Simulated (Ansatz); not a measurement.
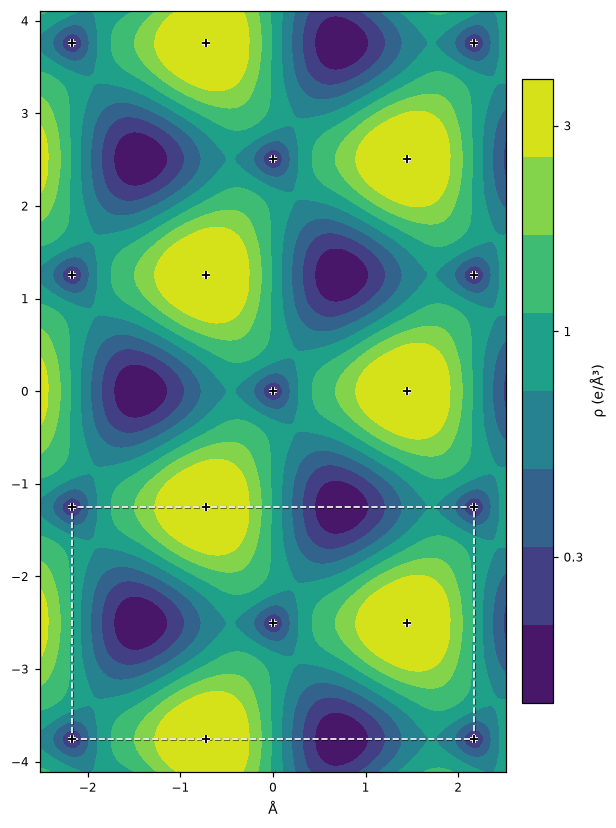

The valence charge density (pseudo) on a plane through atoms (crosses mark nuclei in the plane).

Computed with Ansatz, DFT PBE+D3(BJ), scalar-relativistic, plane waves, PAW.

Candidates:
A. Li, a = 4.18 Å, b = 4.18 Å, c = 4.18 Å, α = 90.00°, β = 90.00°, γ = 90.00°. Space group Fm-3m; computed without spin polarisation.
B. Hg, a = 4.54 Å, b = 4.54 Å, c = 4.54 Å, α = 90.00°, β = 90.00°, γ = 90.00°. Space group Fm-3m; a structure from a database of computed crystals, not necessarily the ambient phase; changed on purpose from its base cell (volume × 0.94).
C. BN, a = 4.34 Å, b = 2.51 Å, c = 3.61 Å, α = 90.00°, β = 114.07°, γ = 90.00°. Space group Cm; a structure from a database of computed crystals, not necessarily the ambient phase.

Question: Which system is this?

Answer: Candidate C: BN on the (001) plane of the conventional cell, which holds B and N. B–N (1.45 Å): ρ is about 1.8 e/Å³ halfway.
